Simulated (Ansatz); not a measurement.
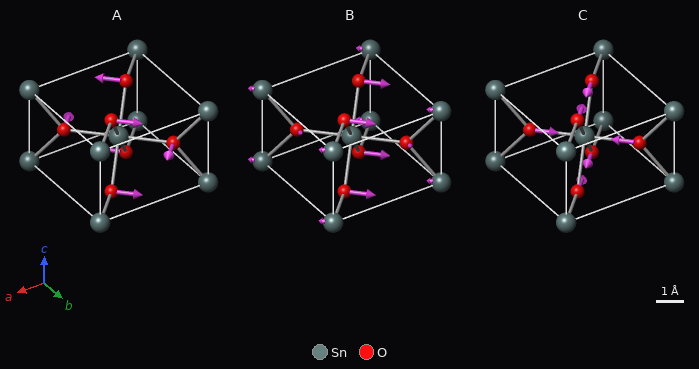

Modes of a crystal of SnO2, space group P4₂/mnm (No. 136), at the zone centre (one member of each degenerate set). Displacements are drawn as pink arrows; their common scale and sign are arbitrary. A ball-and-stick model of the cell of the calculation, seen from a free direction.

Level of theory: Ansatz 0.2.0, DFT PBE, scalar-relativistic, plane waves, PAW.

Frequencies are those without the non-analytic (LO–TO) term.

### Give the symmetry species and the selection rules of each.

A is A₂g, silent by symmetry (neither infrared- nor Raman-active) (340 cm⁻¹). B is E_u, infrared-active by symmetry (220 cm⁻¹). C is B₂g, Raman-active by symmetry (706 cm⁻¹). The crystal has a centre of inversion, so no mode is both.
